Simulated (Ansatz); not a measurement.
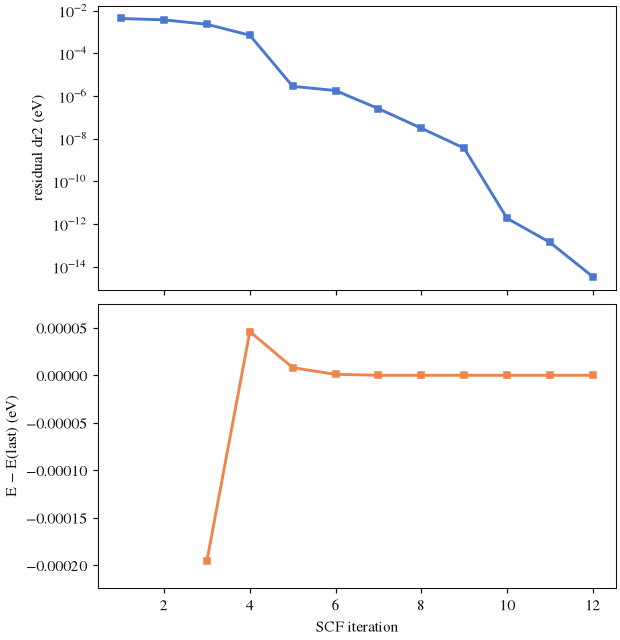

The plot shows the SCF iterations of a calculation: density residual dr2, Harris–Foulkes energy less its last value. The starting density is a sum of atomic densities corrected by a trained network. The first two energies lie far off the scale and aren't drawn.

WC (2 atoms in the cell), run with Ansatz.

```
crystal:
  lattice:
    - [0.0, 2.28039136, 2.10497664]
    - [2.28039136, 0.0, 2.10497664]
    - [2.28039136, 2.28039136, 0.0]
  atoms:
    - { symbol: W, position: [0.0, 0.0, 0.0] }
    - { symbol: C, position: [0.5, 0.5, 0.5] }
basis:
  ecutwfc: 500
kpoints:
  mp_grid: { grid: [18, 18, 18] }
hamiltonian:
  xc: r2scan
scf:
  occupations: { method: gaussian, width: 0.15 }
  convergence: { dr2_threshold: 1.0e-14 }
  max_iter: 80
output:
  forces: true
  eigenvalues: true
  stress: true
```

Run as:
```bash
ansatz run input.yaml --threads 1 --pin off --max-ram 2560MiB --backend cpu --events-out ev --progress --plain --runs-dir out
```

Q: Did the calculation converge?

A: It converged, after 12 iterations. The residual falls at every step.

Q: Read the residual at the first and at the last step drawn.

A: It starts near 4 × 10⁻³ and ends near 3 × 10⁻¹⁵ eV.

Q: Is anything amiss with this input?

A: The input holds an odd setting (a threshold meant to be out of reach), but it does no harm here: the energy lies within 1 meV per atom of a run with usual settings.
